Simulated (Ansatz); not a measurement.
# HfN$_{2}$: what the fields show

Input file:

```
crystal:
  lattice:
    - [4.9823113179, 0.0, 0.0]
    - [0.0, 4.9823113179, 0.0]
    - [0.0, 0.0, 3.3053104923]
  atoms:
    - { symbol: Hf, position: [0.0, 0.0, 0.0] }
    - { symbol: Hf, position: [0.5, 0.5, 0.5] }
    - { symbol: "N", position: [0.1948153568, 0.8051846432, 0.5] }
    - { symbol: "N", position: [0.3051846432, 0.3051846432, 0.0] }
    - { symbol: "N", position: [0.6948153568, 0.6948153568, 0.0] }
    - { symbol: "N", position: [0.8051846432, 0.1948153568, 0.5] }
basis:
  ecutwfc: 420
kpoints:
  mp_grid: { grid: [8, 8, 12] }
hamiltonian:
  xc: pbe
scf:
  occupations: { method: gaussian, width: 0.1 }
output:
  forces: true
  stress: true
  eigenvalues: true
  write_density: true
  write_potential: true
  elf: true
  volumetric_format: npy
relax:
  adjacent_minimum: "off"
  f_tol: 0.01
  max_steps: 60
  cell: { stress_tol: 0.1 }
```

Launched as:

```sh
ansatz run input.yaml --threads 1 --pin off --max-ram 2560MiB --backend cpu --events-out ev --progress --plain --runs-dir out
```

Below, planes, directions and counts refer to the conventional cell (a = 5.02 Å, b = 5.02 Å, c = 3.31 Å, α = 90.00°, β = 90.00°, γ = 90.00°).

The fields are those of the relaxed geometry.

Space group P4₂/mnm; a structure from a database of computed crystals, not necessarily the ambient phase.

Theory: Ansatz, DFT PBE, scalar-relativistic, plane waves, PAW.

The density is the valence pseudo-density of a PAW calculation; it isn't the true density close to the nuclei.

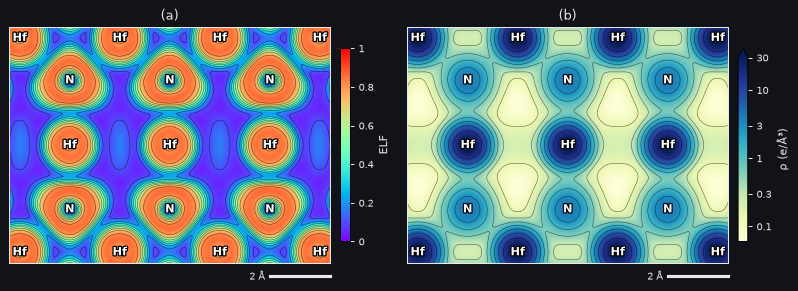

Figure 1. (a) electron localisation function; (b) valence charge density (pseudo) on the (11̄0) plane of the conventional cell.

What do the fields say about this system?

Answer.
- The section cuts through Hf and N sites.
- Hf–N (2.14 Å): the density is about 0.73 e/Å³ at the midpoint; the ELF peaks at about 0.85 in the valence shell of N, 0.6 Å from its nucleus, and drops to about 0.20 between the two atoms: no shared electron pair shows on this line.
- Between the atoms the lowest density in this plane is 0.06 e/Å³.
- The features right at Hf lie inside the PAW spheres, where the map follows smoothed inner orbitals and isn't to be read closely.

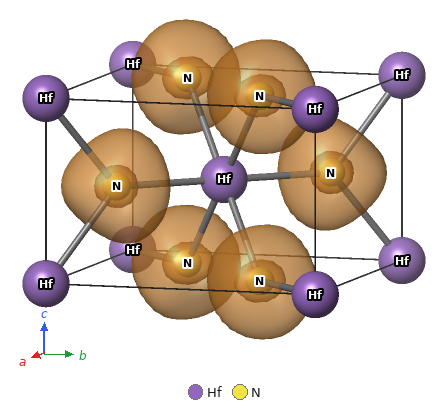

Figure 2. Isosurface of the ELF at 0.65 (orange), seen slightly off an axis. Only the valence region is drawn (cores and ρ < 0.01 e/Å³ removed). Sticks mark near contacts.

What do the ELF domains correspond to?

Answer. The ELF exceeds this value in four regions wrapped around N (the valence shell of each), counted in one cell of 6 atoms. Any copies at cell faces, edges or corners count once.

Metal or insulator at this level of theory?

Answer. It is gapless in this calculation (a metal or semimetal).
